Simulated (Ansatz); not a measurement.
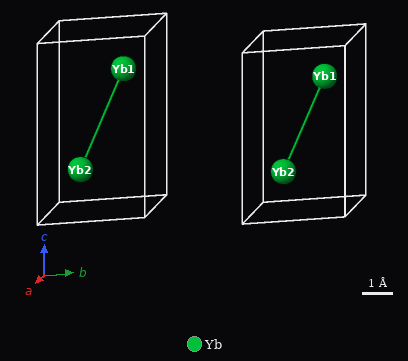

Two geometries of crystalline Yb (built on the hcp type) (coarse preliminary run), drawn at one scale. One is the start of a relaxation, the other its converged end. A ball-and-stick model of the cell of the calculation, seen slightly off an axis.

The calculation used DFT PBE, scalar-relativistic, plane waves, PAW (Ansatz 0.2.0). (plane-wave cutoff 420 eV; k-point mesh 6 × 6 × 4; occupations gaussian; smearing width 0.05 eV; no spin polarisation; cell and atoms relaxed; force threshold 0.03 eV/Å; at most 60 steps)

Which of the two is the end point?

Answer. The right one is the relaxed one. Over 3 accepted moves (4 points after the start) the energy falls by 44.8 meV per atom. All forces vanish by symmetry, so only the cell relaxes. Pressure: −2.13 GPa at the start and −0.10 GPa at the end. At 1 point the geometry stayed and the basis and grid were re-selected for the new cell (energy shift of 1.1 meV per atom at most each time). No atom moves by more than 0.005 Å relative to the cell. The drawn cell changes as follows: a = b 3.882 → 3.710 Å (−4.4 %), c 6.340 → 5.980 Å (−5.7 %); the volume changes by −13.8 %. Some distances before and after: Yb1–Yb2 3.882 → 3.678 Å, Yb1–Yb1 3.882 → 3.710 Å. The space group stays P6_3/mmc (No. 194). The run took about 7 core-seconds on a shared host.

Limits of the set-up: 4f states are treated without a Hubbard U.
